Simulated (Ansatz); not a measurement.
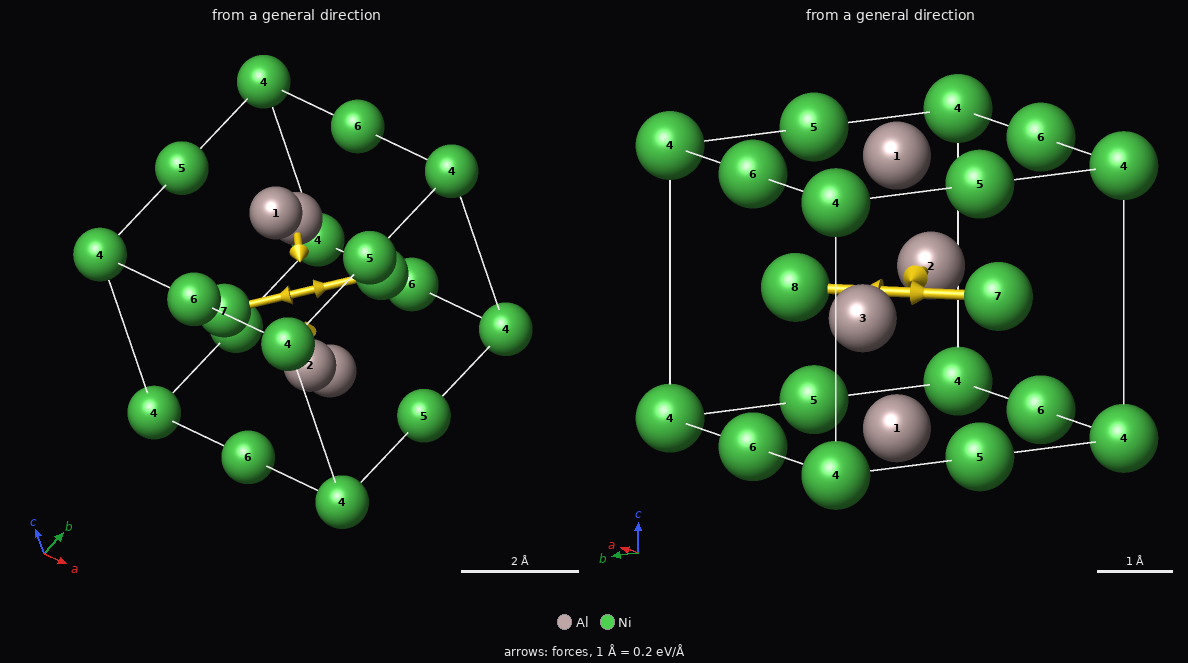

The image is a spheres-only drawing of a crystal, viewed from two general directions. The simulation cell is outlined; an atom on or near a face, edge or corner is repeated at each equivalent position. The arrows are the computed forces on the atoms.

System: Al₃Ni₅. The numbers come from DFT PBEsol, scalar-relativistic, plane waves, PAW (Ansatz 0.2.0), using wavefunction cutoff 420 eV, an 8×8×10 mesh of k-points, Gaussian smearing of 0.15 eV, no spin polarisation (a spin-restricted run, not always the ground state).

Question: Is this an equilibrium geometry?

Answer: No. The atoms still feel forces of up to about 0.29 eV/Å, far above a usual threshold of 0.01 to 0.03 eV/Å.

Question: Which atom feels the largest force?

Answer: Ni7 and Ni8, about 0.29 eV/Å.

The structure was taken from a structure listed in the Materials Project. The cell was then strained or its atoms displaced on purpose. A calculation with Ansatz used it as input.
